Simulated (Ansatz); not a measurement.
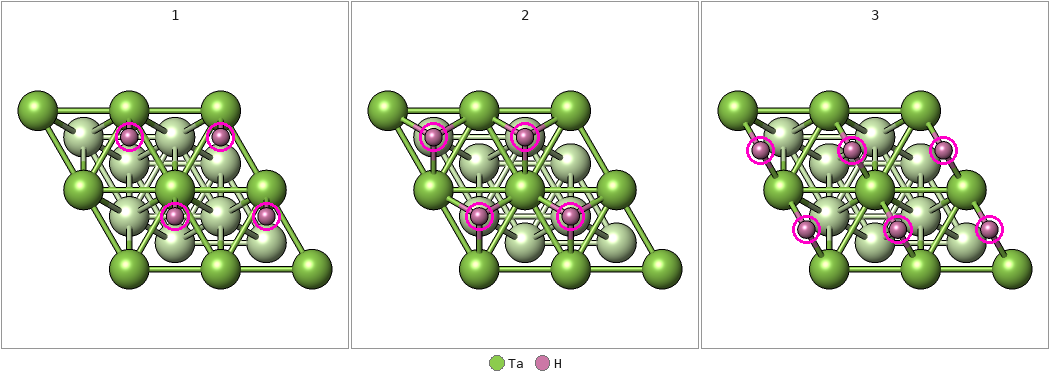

H on a Ta(111) slab cut from the Fm-3m phase, its upper half relaxed before the scan (3 atoms of substrate and one adsorbate in a 1 × 1 cell). 
- H is moved over the surface cell; relaxed at each place: the height of the adsorbate's atoms; substrate rigid; the origin of the map has the adsorbate above Ta3.
- Places are given modulo a cell vector. The map is drawn in real space over the plane of the surface.
- Grid: 6 × 6 points; 10 points were computed and 26 follow by symmetry.
- All energies are given in eV relative to the lowest grid point.
- With one adsorbate in each 1 × 1 cell, its nearest image is 3.0 Å away, so neighbouring adsorbates interact.
- Method: DFT PBE, scalar-relativistic, plane waves, PAW (Ansatz 0.2.0). Settings: cutoff 420 eV, k-mesh 9×9×1, gaussian smearing 0.1 eV, no spin polarisation.

The numbered pictures are structures from this grid. Rings mark the moved atoms.

Question: Which is the most stable, and how do the others follow?

Answer: 2, at a threefold hollow over a second-layer Ta atom, (2/6, 4/6) of the cell vectors: 0.011 eV; 3, at a bridge site between two Ta atoms, (0/6, 3/6) of the cell vectors: 0.37 eV; 1, at (5/6, 4/6) of the cell vectors [nearest 1 Ta at 1.80 Å]: 1.04 eV.

The map, with the structures marked:

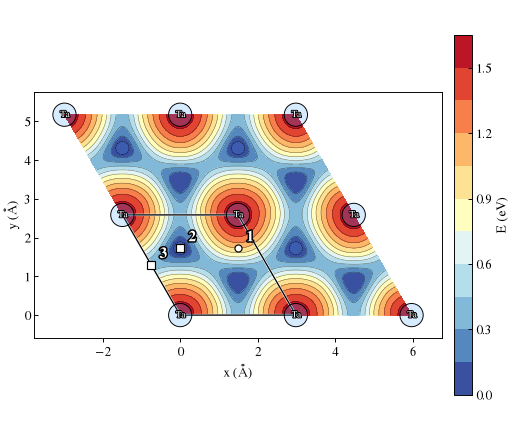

The picture shows filled contours, labelled circles for the atoms of the top layer and small ones for the second layer, the outline of one cell of the 2 × 2 shown. Between grid points the surface is interpolated.

PAW datasets: the set soft_1.
